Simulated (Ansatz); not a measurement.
```cif
data_structure
_symmetry_space_group_name_H-M 'P 1'
_symmetry_Int_Tables_number 1
_cell_length_a 2.5524
_cell_length_b 2.5524
_cell_length_c 3.6999
_cell_angle_alpha 90.000
_cell_angle_beta 90.000
_cell_angle_gamma 90.000
_cell_volume 24.10
loop_
_atom_site_label
_atom_site_type_symbol
_atom_site_fract_x
_atom_site_fract_y
_atom_site_fract_z
_atom_site_occupancy
B1 B 0.00000 0.00000 0.00000 1
B2 B 0.50000 0.50000 0.50000 1
N1 N 0.50000 0.00000 0.25000 1
N2 N 0.00000 0.50000 0.75000 1
```

Space group I-4m2; started from the zincblende prototype, which need not be the ambient phase; changed on purpose from its base cell (uniaxial z strain +2.5%); computed pressure about −9 GPa in this cell.

The calculation used DFT, r2SCAN, plane waves, PAW (Ansatz).

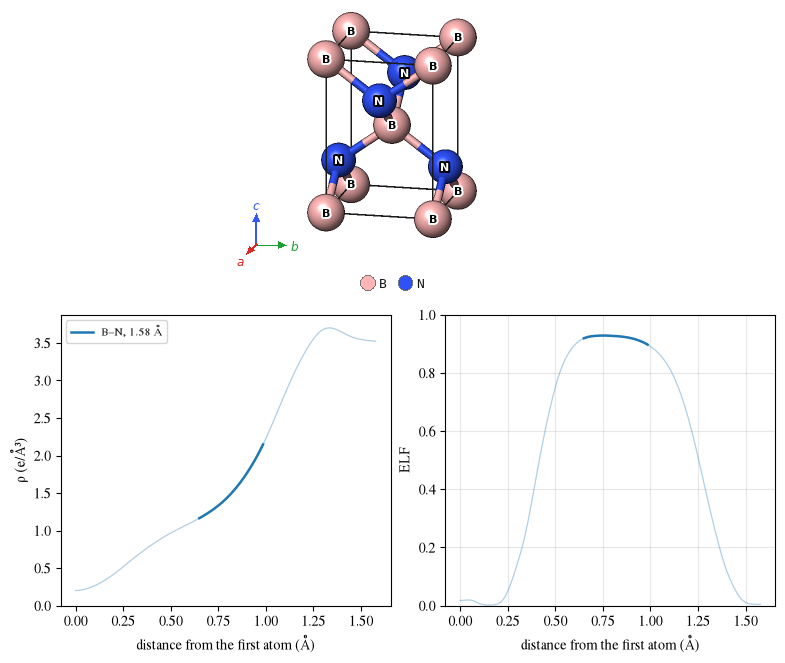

BN. Valence charge density (pseudo) and ELF along straight lines between neighbouring atoms. Thin, pale parts lie inside the atomic spheres. The structure is drawn too.

Core electrons are frozen (PAW), and the valence fields are smoothed inside the atomic spheres.

> What can be read from the curves?

B–N (1.58 Å): the density is about 1.4 e/Å³ at the midpoint; the ELF peaks at about 0.95 between the atoms: a shared but strongly polarised pair.
